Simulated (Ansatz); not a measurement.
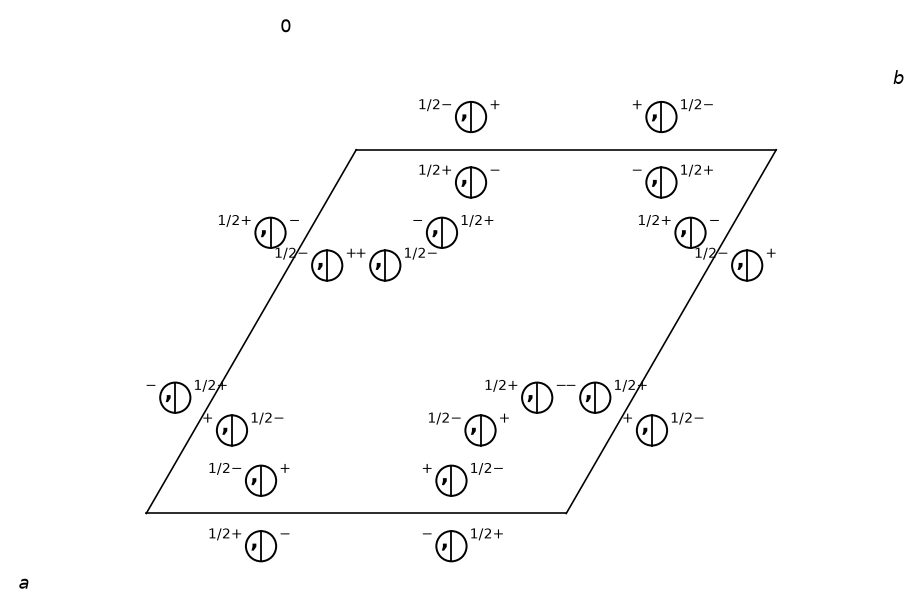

General positions of a space group, projected down c, computed from the operations of a computed or model structure of composition Be.

A circle is a general position, a comma marks the mirror image, + and − with a fraction give the height (along the projection axis: ½+ is ½ plus the coordinate, − is its negative), and a split circle stands for two positions above each other.

Question: Identify the space group.

Answer: P6_3/mmc (No. 194); primitive hexagonal, point group 6/mmm, 24 general positions a cell.

Question: Write the general positions (in any order).

Answer: x, y, z; −x, −y, −z; x−y, x, z+1/2; −x+y, −x, −z+1/2; −y, x−y, z; y, −x+y, −z; −x, −y, z+1/2; x, y, −z+1/2; −x+y, −x, z; x−y, x, −z; y, −x+y, z+1/2; −y, x−y, −z+1/2; −y, −x, −z+1/2; y, x, z+1/2; −x, −x+y, −z; x, x−y, z; −x+y, y, −z+1/2; x−y, −y, z+1/2; y, x, −z; −y, −x, z; x, x−y, −z+1/2; −x, −x+y, z+1/2; x−y, −y, −z; −x+y, y, z
